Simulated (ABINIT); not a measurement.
Ti: positron calculation (part 2 of 2)

The same run, continued: Ti (Im-3m, 1 atom in the cell); Kohn-Sham DFT of a periodic cell, LDA, JTH PAW LDA v2.0, no spin polarisation (ABINIT 10.8.3); cutoff 408.17 eV, 8×8×8 k-mesh, Gaussian smearing of 0.136 eV. The structure derives from an entry of the Crystallography Open Database.

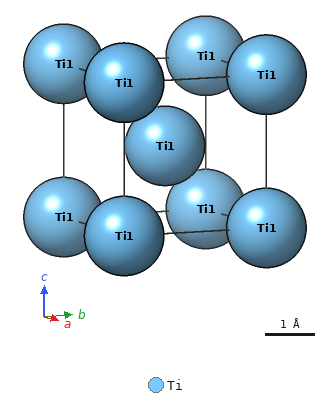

The structure as given in the input (spheres-only view of the cell 2 times as large as that of the calculation, set on its symmetry axes, seen slightly off an axis; atoms are numbered from 1 in the order of the input). An atom can appear more than once, as a periodic image.

Log, continued
```
 cartesian forces (eV/Angstrom) at end:
    1     -0.00000000000000    -0.00000000000000    -0.00000000000000
 frms,max,avg= 0.0000000E+00 0.0000000E+00   0.000E+00  0.000E+00  0.000E+00 e/A
 length scales=  5.189276350879  5.189276350879  5.189276350879 bohr
              =  2.746046784100  2.746046784100  2.746046784100 angstroms
 Fermi (or HOMO) energy (hartree) =   0.30011   Average Vxc (hartree)=  -0.42528
 Eigenvalues (hartree) for nkpt=  29  k points:
 kpt#   1, nband= 10, wtk=  0.00195, kpt=  0.0000  0.0000  0.0000 (reduced coord)
  -1.74849   -0.86826   -0.86826   -0.86826    0.07906    0.33803    0.33803    0.33803
   0.41073    0.41073
      occupation numbers for kpt#   1
   2.00000    2.00000    2.00000    2.00000    2.00000    0.00000    0.00000    0.00000
   0.00000    0.00000
 prteigrs : prtvol=0 or 1, do not print more k-points.

--- !EnergyTerms
iteration_state     : {dtset: 1, }
comment             : Components of total free energy in Hartree
kinetic             :  7.83258409648444E+00
hartree             :  1.09235222631401E+01
xc                  : -3.25137779700267E+00
Ewald energy        : -4.37286675671101E+01
psp_core            :  2.77452013210984E+00
local_psp           : -3.30502789770878E+01
PAW spherical_terms : -2.24037109928420E-01
internal            : -5.87237349593946E+01
'-kT*entropy'       : -7.01023178682791E-04
total_energy        : -5.87244359825733E+01
total_energy_eV     : -1.59797330959919E+03
...

--- !EnergyTermsDC
iteration_state     : {dtset: 1, }
comment             : '"Double-counting" decomposition of free energy'
band_energy         : -7.79226103290308E+00
Ewald energy        : -4.37286675671101E+01
psp_core            :  2.77452013210984E+00
xc_dc               : -1.05175356416081E+01
PAW spherical_terms :  5.40204701441569E-01
internal            : -5.87237394080699E+01
'-kT*entropy'       : -7.01023178682791E-04
total_energy_dc     : -5.87244404312486E+01
total_energy_dc_eV  : -1.59797343065381E+03
...

--- !EnergyTermsWithPAWCore
iteration_state     : {dtset: 1, }
comment             : 'Components of total free energy, including PAW core contributions'
Total energy        : -8.51996517084002E+02
Total energy DC     : -8.51996521532678E+02
Total energy (eV)   : -2.31840063066033E+04
Total energy DC (eV): -2.31840064276580E+04
...

 Cartesian components of stress tensor (hartree/bohr^3)
  sigma(1 1)= -8.87929691E-07  sigma(3 2)=  0.00000000E+00
  sigma(2 2)= -8.87929691E-07  sigma(3 1)=  0.00000000E+00
  sigma(3 3)= -8.87929691E-07  sigma(2 1)=  0.00000000E+00

-Cartesian components of stress tensor (GPa)         [Pressure=  2.6124E-02 GPa]
- sigma(1 1)= -2.61237934E-02  sigma(3 2)=  0.00000000E+00
- sigma(2 2)= -2.61237934E-02  sigma(3 1)=  0.00000000E+00
- sigma(3 3)= -2.61237934E-02  sigma(2 1)=  0.00000000E+00

================================================================================
== DATASET  2 ==================================================================

--- !DatasetInfo
iteration_state: {dtset: 2, }
dimensions: {natom: 1, nkpt: 1, mband: 1, nsppol: 1, nspinor: 1, nspden: 1, mpw: 161, }
cutoff_energies: {ecut:  15.0, pawecutdg:  30.0, }
electrons: {nelect:   1.00000000E+00, charge:   0.00000000E+00, occopt:   2.00000000E+00, tsmear:   1.00000000E-02, }
meta: {optdriver: 0, ionmov: 0, optcell: 0, iscf: 17, paral_kgb: 0, }
...

 mkfilename : getden/=0, take file _DEN from output of DATASET   1.

 Exchange-correlation functional for the present dataset will be:
  LDA: Perdew-Wang 92 LSD fit to Ceperley-Alder data - ixc=7
  J.P.Perdew and Y.Wang, PRB 45, 13244 (1992)

 Real(R)+Recip(G) space primitive vectors, cartesian coordinates (Bohr,Bohr^-1):
 R(1)= -2.9960301  2.9960301  2.9960301  G(1)=  0.0000000  0.1668875  0.1668875
 R(2)=  2.9960301 -2.9960301  2.9960301  G(2)=  0.1668875  0.0000000  0.1668875
 R(3)=  2.9960301  2.9960301 -2.9960301  G(3)=  0.1668875  0.1668875  0.0000000
 Unit cell volume ucvol=  1.0757182E+02 bohr^3
 Angles (23,13,12)=  1.09471221E+02  1.09471221E+02  1.09471221E+02 degrees

 Coarse grid specifications (used for wave-functions):

 getcut: wavevector=  0.0000  0.0000  0.0000  ngfft=  20  20  20
         ecut(hartree)=     15.000   => boxcut(ratio)=   2.21613

 getcut : COMMENT -
  Note that boxcut > 2.2 ; recall that boxcut=Gcut(box)/Gcut(sphere) = 2
  is sufficient for exact treatment of convolution.
  Such a large boxcut is a waste : you could raise ecut
  e.g. ecut=   18.417141 Hartrees makes boxcut=2

 Fine grid specifications (used for densities):

 getcut: wavevector=  0.0000  0.0000  0.0000  ngfft=  27  27  27
         ecut(hartree)=     30.000   => boxcut(ratio)=   2.03508

--- Pseudopotential description ------------------------------------------------
- pspini: atom type   1  psp file is ./Ti.LDA_PW-JTH.xml
 Pseudopotential format is: paw10
 basis_size (lnmax)=  6 (lmn_size= 18), orbitals=   0   0   1   1   2   2
 Spheres core radius: rc_sph= 2.30802695
 Shapefunction is BESSEL type: shapef(r,l)=aa(1,l)*jl(q(1,l)*r)+aa(2,l)*jl(q(2,l)*r)
 Radius for shape functions =  2.01037111
 Compensation charge density is not taken into account in XC energy/potential

--------------------------------------------------------------------------------

================================================================================

--- !BeginCycle
iteration_state: {dtset: 2, }
solver: {iscf: 17, nstep: 80, nline: 10, wfoptalg: 10, }
tolerances: {toldfe: 1.00E-07, }
...

     iter   Etot(hartree)      deltaE(h)  residm     nres2
 ETOT  1  -59.173125688639    -5.917E+01 1.108E-02 3.012E-01
 ETOT  2  -59.173956025179    -8.303E-04 5.802E-10 7.816E-02
 ETOT  3  -59.173956025258    -7.932E-11 6.285E-21 9.565E-05
 ETOT  4  -59.173956025258     8.029E-13 3.432E-26 9.125E-06

 At SCF step    4, etot is converged :
  for the second time, diff in etot=  8.029E-13 < toldfe=  1.000E-07

--- !ResultsGS
iteration_state: {dtset: 2, }
comment   : Summary of ground state results
lattice_vectors:
- [ -2.9960301,   2.9960301,   2.9960301, ]
- [  2.9960301,  -2.9960301,   2.9960301, ]
- [  2.9960301,   2.9960301,  -2.9960301, ]
lattice_lengths: [   5.18928,    5.18928,    5.18928, ]
lattice_angles: [109.471, 109.471, 109.471, ] # degrees, (23, 13, 12)
lattice_volume:   1.0757182E+02
convergence: {deltae:  8.029E-13, res2:  9.125E-06, residm:  3.432E-26, diffor:  0.000E+00, }
etotal    :  -5.91739560E+01
entropy   :   0.00000000E+00
fermie    :  -4.49515594E-01
cartesian_stress_tensor: null
pressure_GPa: null
xred      :
- [  0.0000E+00,   0.0000E+00,   0.0000E+00, Ti]
cartesian_forces: null
force_length_stats: {min: null, max: null, mean: null, }
...

 Integrated electronic density in atomic spheres:
 ------------------------------------------------
 Atom  Sphere_radius  Integrated_density
    1        2.30803          0.30768655

--------------------------------------------------------------------------------
 Results for electron-positron annihilation:

 # Zero-positron density limit of Arponen and Pajanne fitted by Sterne & Kaiser
   Ref.: P.A. Sterne and J.H. Kaiser, Phys. Rev. B 43, 13892 (1991)
 # Enhancement factor of Sterne & Kaiser
   Ref.: P.A. Sterne and J.H. Kaiser, Phys. Rev. B 43, 13892 (1991)

 Positron lifetime                         (ps)   =  1.30589372E+02
 Positron lifetime with IPM for core elec. (ps)   =  1.31082255E+02
 Annihilation rate                         (ns-1) =  7.65759098E+00
 Annihilation rate with IPM for core elec. (ns-1) =  7.62879765E+00

 Annihilation rate core/valence decomposition:
   Core    contribution to ann.rate          (ns-1) =  1.07392226E-01
   Valence contribution to ann.rate          (ns-1) =  7.55019875E+00
   Core    contribution to ann.rate with IPM (ns-1) =  6.96246733E-02
   Valence contribution to ann.rate with IPM (ns-1) =  7.55917298E+00

 Annihilation rate PAW decomposition:
   Plane-wave contribution to ann.rate          (ns-1) =  7.94868834E+00
   Plane-wave valence contribution to ann.rate  (ns-1) =  7.72972931E+00
   On-site core contribution to ann.rate        (ns-1) = -1.11566802E-01
   On-site valence contribution to ann.rate     (ns-1) = -1.79530561E-01
   Plane-wave contribution to ann.rate with IPM (ns-1) =  7.87750201E+00
   Plane-wave core contrb. to ann.rate with IPM (ns-1) =  1.20758745E-01

      (*) IPM=Independent particle Model

================================================================================

 ----iterations are completed or convergence reached----

 Mean square residual over all n,k,spin=   34.324E-27; max=  34.324E-27
 reduced coordinates (array xred) for    1 atoms
       0.000000000000      0.000000000000      0.000000000000
 rms dE/dt=  0.0000E+00; max dE/dt=  0.0000E+00; dE/dt below (all hartree)
    1       0.000000000000      0.000000000000      0.000000000000

 cartesian coordinates (angstrom) at end:
    1      0.00000000000000     0.00000000000000     0.00000000000000
 length scales=  5.189276350879  5.189276350879  5.189276350879 bohr
              =  2.746046784100  2.746046784100  2.746046784100 angstroms
 Fermi (or HOMO) energy (hartree) =  -0.44952   Average Vxc (hartree)=  -0.35068
 Eigenvalues (hartree) for nkpt=   1  k points:
 kpt#   1, nband=  1, wtk=  1.00000, kpt=  0.0000  0.0000  0.0000 (reduced coord)
  -0.44952

--- !EnergyTerms
iteration_state     : {dtset: 2, }
comment             : Components of total free energy in Hartree
kinetic             :  4.80567659650791E-02
local_psp           : -6.12640563738073E-01
PAW spherical_terms :  6.37531263557162E-02
positronic          : -5.00830671417273E-01
electronic          : -5.87244404312486E+01
electron_positron_interaction:  5.38176244023813E-02
total_energy        : -5.91714534782634E+01
total_energy_eV     : -1.61013727533312E+03
...

--- !EnergyTermsDC
iteration_state     : {dtset: 2, }
comment             : '"Double-counting" decomposition of free energy'
band_energy         : -4.49515594009041E-01
PAW spherical_terms :  0.00000000000000E+00
electron_positron_dc: -5.38176244024163E-02
positronic          : -5.03333218411452E-01
electronic          : -5.87244404312486E+01
electron_positron_interaction:  5.38176244023813E-02
total_energy_dc     : -5.91739560252576E+01
total_energy_dc_eV  : -1.61020537310598E+03
...

== END DATASET(S) ==============================================================
================================================================================

 -outvars: echo values of variables after computation  --------
            acell      5.1892763509E+00  5.1892763509E+00  5.1892763509E+00 Bohr
           etotal1    -5.8724440431E+01
           etotal2    -5.9173956025E+01
            fcart1    -0.0000000000E+00 -0.0000000000E+00 -0.0000000000E+00
            fcart2     9.9999999999E+99  9.9999999999E+99  9.9999999999E+99
            rprim     -5.7735026920E-01  5.7735026920E-01  5.7735026920E-01
                       5.7735026920E-01 -5.7735026920E-01  5.7735026920E-01
                       5.7735026920E-01  5.7735026920E-01 -5.7735026920E-01
           strten1    -8.8792969133E-07 -8.8792969134E-07 -8.8792969134E-07
                       0.0000000000E+00  0.0000000000E+00  0.0000000000E+00
           strten2     9.9999999999E+99  9.9999999999E+99  9.9999999999E+99
                       9.9999999999E+99  9.9999999999E+99  9.9999999999E+99
 Calculation completed.
```

The run was set up as follows.

The input
```
# Datasets
ndtset 2

# Pseudopotentials
pp_dirpath "./"
pseudos "Ti.LDA_PW-JTH.xml"

# Structure
acell 2.7460467841 2.7460467841 2.7460467841 Angstrom
rprim
    -0.5773502692     0.5773502692     0.5773502692
     0.5773502692    -0.5773502692     0.5773502692
     0.5773502692     0.5773502692    -0.5773502692
ntypat 1
znucl 22
natom 1
typat 1
chkprim 0
chksymtnons 0
tolsym 1.0e-6
xred
            0.0            0.0            0.0

# Plane-wave basis
ecut 15.0
pawecutdg 30.0
ecutsm 0.5

# Exchange and correlation
ixc 7

# SCF cycle
nstep 80

# Output
iomode 3
prteig 0
prtebands 0
prtwf 0

# Dataset 1: electrons
kptopt1 1
ngkpt1 8 8 8
nshiftk1 1
shiftk1 0.0 0.0 0.0
nband1 10
occopt1 7
tsmear1 0.136 eV
tolvrs1 1.0e-10
prtden1 1

# Dataset 2: positron in the electrons' density
positron2 1
ixcpositron2 11
getden2 1
kptopt2 0
nkpt2 1
kpt2 0.0 0.0 0.0
nband2 1
occopt2 2
occ2 1.0
posocc2 1.0
toldfe2 1.0e-7
nline2 10
nnsclo2 2
optforces2 0
optstress2 0
prtden2 0
```

Launch command:
```bash
abinit run.abi > log 2>&1
```

Results in brief

| quantity | value |
| --- | --- |
| outcome | converged |
| space group (tolerance 0.01 Å) | Im-3m (229) |
| electrons treated | 12 |
| free energy | −1597.9734 eV |
| positron lifetime (one of the program's estimates) | 130.6 ps |
| Fermi energy | 8.167 eV |
| gap on the k-point mesh | none (metallic) |
| pressure | 0.03 GPa |
| largest force (length of the vector) | under 0.001 eV/Å |
| hardware | 1 thread of Arm Neoverse V1, 112 GiB of memory available, shared host |
| wall time | 4 s |
| peak memory | 0.07 GiB |

Remarks

Points of doubt noted for this run: PAW basis incomplete for positron.
